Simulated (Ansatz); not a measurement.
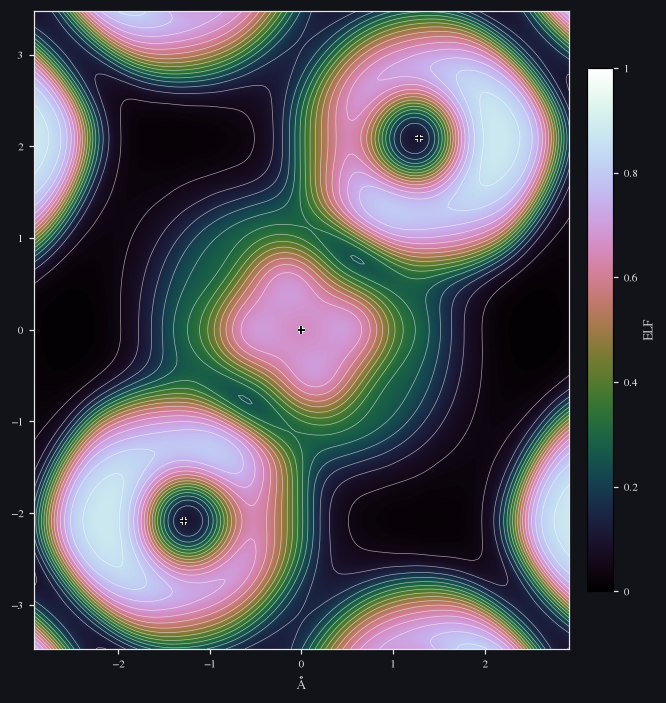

The electron localisation function on a plane through atoms (crosses mark nuclei in the plane).

Level of theory: DFT PBE, scalar-relativistic, plane waves, PAW in Ansatz.

Candidates:
A. GaP, a = 5.45 Å, b = 5.45 Å, c = 5.45 Å, α = 90.00°, β = 90.00°, γ = 90.00°. Space group F-43m; computed pressure about 3 GPa in this cell.
B. SiC, a = 3.04 Å, b = 5.05 Å, c = 3.08 Å, α = 90.00°, β = 118.92°, γ = 90.00°. Space group P2₁; changed on purpose from its base cell (strain +0.0250 x Voigt [0, 0, 0, 0, 0, 1], atoms carried along); not relaxed (largest force 0.8 eV/Å); computed pressure about 4 GPa in this cell.
C. PtSe2, a = 3.61 Å, b = 3.61 Å, c = 5.14 Å, α = 90.00°, β = 90.00°, γ = 120.00°. Space group P-3m1; changed on purpose from its base cell (strain -0.030 along x and y, +0.015 along z, atoms carried along); not relaxed (largest force 1.2 eV/Å); computed pressure about 17 GPa in this cell.

Which candidate gave the map?

Candidate C: PtSe2 on the (110) plane of the conventional cell, which holds Pt and Se. Pt–Se (2.45 Å): the ELF is about 0.50 at the midpoint.
